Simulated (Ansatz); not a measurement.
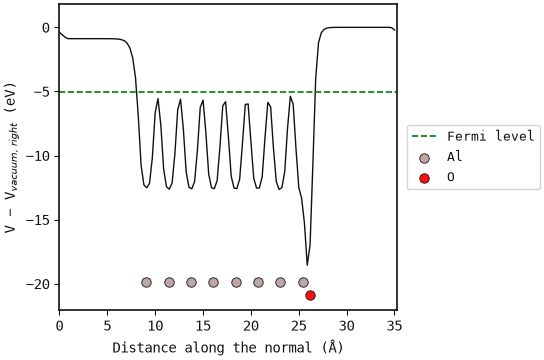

Plane-averaged electrostatic potential energy of an electron across the slab; circles at the bottom mark the heights of the atoms (positions after relaxation).

Calculation on a (001) slab cut from Al (P6_3/mmc), of composition Al8O (not the bulk's), ended by Al planes, 9 atoms in the cell; a = 2.84 Å, b = 2.84 Å, c = 35.31 Å, α = 90.00°, β = 90.00°, γ = 120.00°.

Level of theory: DFT PBEsol, scalar-relativistic, plane waves, PAW, no spin polarisation, 12×12×1 k mesh, 420 eV cutoff, Gaussian smearing of 0.1 eV; code Ansatz 0.2.0.

Read off the work function of each face.

The work function is 5.07 eV at the right face and 4.19 eV at the left.

How thick are slab and vacuum?

The outermost atoms are 17.1 Å apart, which leaves 18.2 Å of vacuum in a cell 35.3 Å high.
